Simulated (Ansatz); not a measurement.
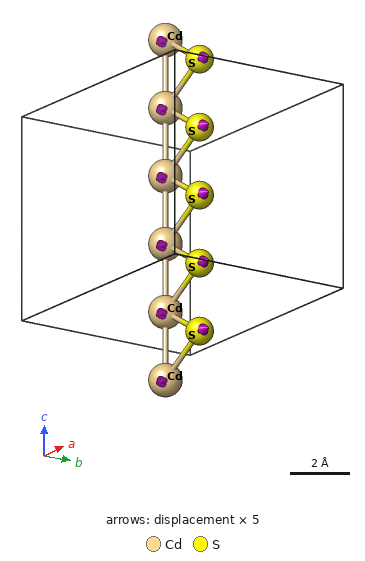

A relaxation of a wire of composition CdS. The starting structure is drawn; purple arrows show the displacements (the part carried along by the change of the cell is left out), 5 times their true length.

A ball-and-stick model of the 3 repeat of the cell, with the vacuum cut short, seen from a free direction.

Case: strip chain of atoms.

Level of theory: DFT PBE, scalar-relativistic, plane waves, PAW in Ansatz. (plane-wave cutoff 420 eV; k-point mesh 1 × 1 × 26; occupations gaussian; smearing width 0.05 eV; collinear spin; cell relaxed at fixed a, b, alpha, beta, gamma; force threshold 0.01 eV/Å; at most 45 steps)

> What happened in the run?

The largest moves relative to the layer's centre, 0.12 Å, are those of Cd and S atoms. Largest moves by element: Cd 0.12 Å, S 0.12 Å. Along the periodic axis the drawn cell goes c 7.345 → 7.898 Å (+7.5 %). Among the contacts that change: Cd–S 2.412 → 2.658 Å, Cd–Cd 2.448 → 2.633 Å. After 4 accepted moves (5 points after the start) the energy has fallen by 0.493 eV per cell of the calculation. Largest force component: 2.3 eV/Å at the start, 0.0019 eV/Å at the end. At 1 point the geometry stayed and the basis and grid were re-selected for the new cell (energy shift of 0.7 meV per cell of the calculation at most each time).

Limits of the set-up: the k-point mesh is coarse for a cell with partly filled bands.
